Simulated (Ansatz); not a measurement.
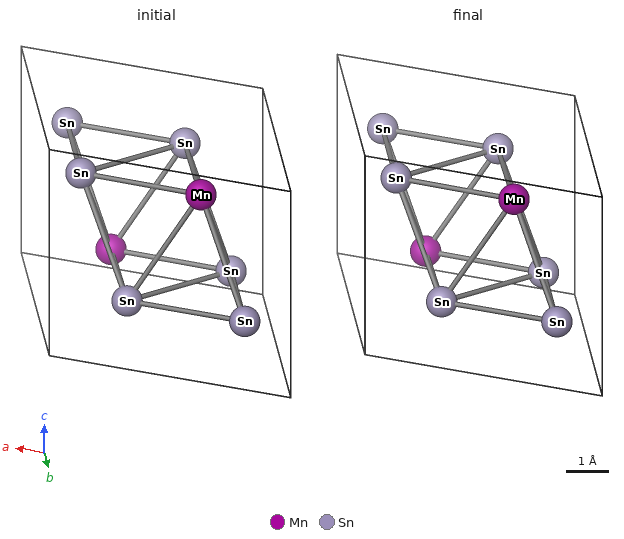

The structure of crystalline MnSn₃ (set up in P6_3/mmc) before (left) and after (right) a relaxation, at one scale.

A ball-and-stick model of the cell of the calculation, seen from a free direction.

The calculation used Ansatz 0.2.0, DFT PBEsol, scalar-relativistic, plane waves, PAW. Settings: plane-wave cutoff 420 eV; k-point mesh 6 × 6 × 8; occupations gaussian; smearing width 0.1 eV; collinear spin; cell and atoms relaxed; force threshold 0.005 eV/Å; at most 80 steps.

> Summarise the run.

The energy falls by 19.4 meV per atom in 5 accepted moves (6 points after the start). The largest force component goes from 0.0084 to 0.00096 eV/Å. Pressure: −3.46 GPa at the start and 0.00 GPa at the end. At 1 point the geometry stayed and the basis and grid were re-selected for the new cell (energy shift of 0.4 meV per atom at most each time). The largest moves relative to the cell, 0.007 Å, are those of Sn atoms. Mn stays in place. The drawn cell changes as follows: a = b 6.439 → 6.329 Å (−1.7 %), c 5.464 → 5.270 Å (−3.6 %); the volume changes by −6.8 %. Among the contacts that change: Mn–Sn 3.278 → 3.176 Å, Sn–Sn 3.332 → 3.237 Å, Sn–Sn 3.137 → 3.071 Å, Mn–Sn 3.220 → 3.165 Å. The space group stays P6_3/mmc (No. 194). The run may lie on a higher electronic state than the lowest, so the end point isn't shown to be the ground-state structure.
